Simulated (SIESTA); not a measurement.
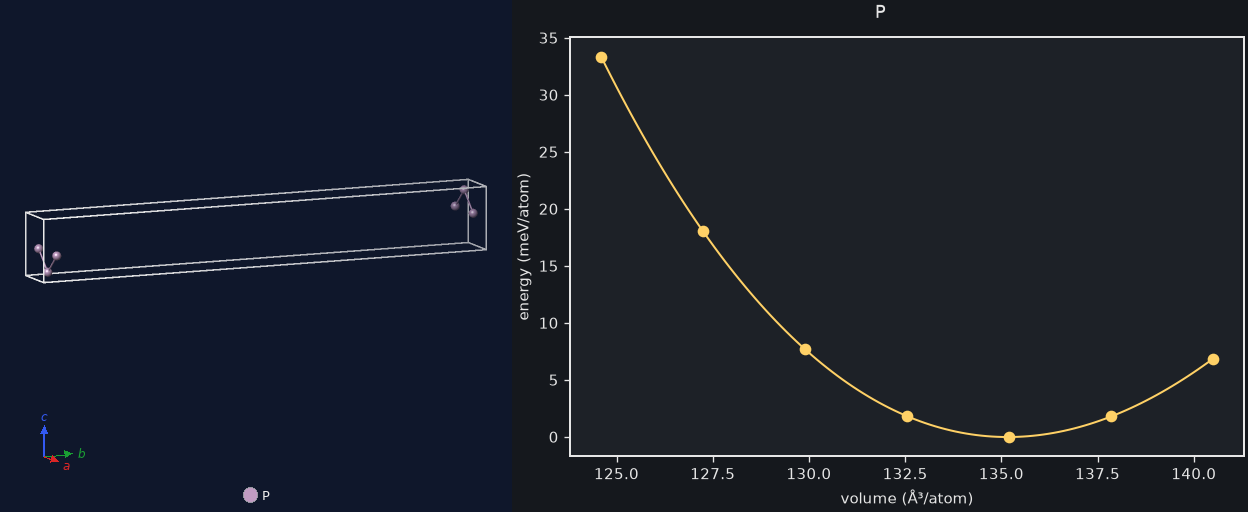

The plot gives the computed energy against volume for P, space group Pmna (No. 53). The conventional cell is drawn beside the plot.

Structure:
```
CELL_PARAMETERS angstrom
3.28373 0.00000 0.00000
0.00000 34.85703 0.00000
0.00000 0.00000 4.63208
ATOMIC_POSITIONS crystal
P 0.50000 0.97026 0.90785
P 0.50000 0.02974 0.09215
P 0.00000 0.02974 0.40785
P 0.00000 0.97026 0.59215
```

Computed with SIESTA 5.4.2: DFT in numerical atomic orbitals with pseudopotentials, no spin polarisation; energies at scaled volumes of the given cell, shape and fractions fixed, counted from the fit's minimum, third-order Birch-Murnaghan fit. Level: PBEsol.

- k mesh: 8×1×6
- occupations: Fermi–Dirac
- smearing width: 0.05 eV
- potentials: PseudoDojo 0.4 standard, converted to PSML, two zetas on semicore shells
- program settings: basis DZP, mesh cutoff 500 Ry

From this curve and the settings, what does the calculation give for the pressure at the same points?

The pressure falls from 1.09 GPa at volume 124.6 Å³/atom to −0.40 GPa at 140.5 Å³/atom, and changes sign near 135.2 Å³/atom.

```tsv
volume (Å³/atom)	pressure (GPa)
124.6	1.09
127.2	0.77
129.9	0.49
132.5	0.23
135.2	0.00
137.9	-0.21
140.5	-0.40
```

Limits of the calculation: mulliken charges of long orbitals; shape and atomic fractions are frozen while scaling, which makes layered, chain and framework solids too stiff.
